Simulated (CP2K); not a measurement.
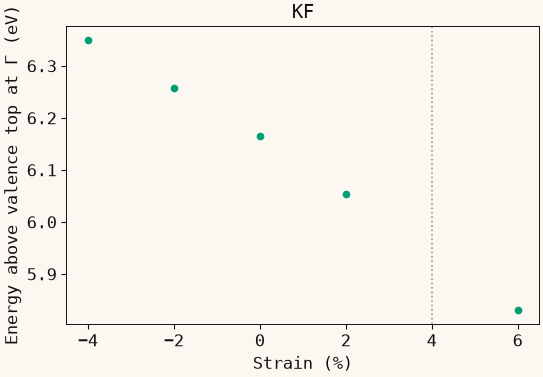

Lowest conduction level at Γ, counted from the valence-band top at Γ. One run is left out (dotted line).

System: rocksalt KF, space group Fm-3m, 2 atoms in the primitive cell; unstrained, cubic a = 5.344 Å. The cell is strained along z by the value listed, with the other lengths fixed. The atoms keep their fractional positions. Method: PBE, POTENTIAL_UZH K GTH-PBE-q9, F GTH-PBE-q7; TZVP-MOLOPT-PBE-GTH basis, no spin polarisation, no spin-orbit coupling, 9×9×9 k mesh (CP2K 2026.2).

| strain | Γ (eV) | gap on the mesh (eV) |
| --- | --- | --- |
| −4 % | 6.35 | 6.35 |
| −2 % | 6.26 | 6.26 |
| 0 % | 6.16 | 6.17 |
| +2 % | 6.05 | 6.05 |
| +6 % | 5.83 | 5.83 |

Question: Estimate the values at +4 %.

Answer: A fit through the other points gives 5.95 eV at Γ (a parabola). The run itself gives 5.94 eV, within 0.01 eV of the estimate.

The strain splits the threefold valence top at Γ, and levels count from its highest part. The basis of atomic orbitals isn't converged, which shifts gaps and empty levels. LDA, GGA and most meta-GGA functionals understate gaps.
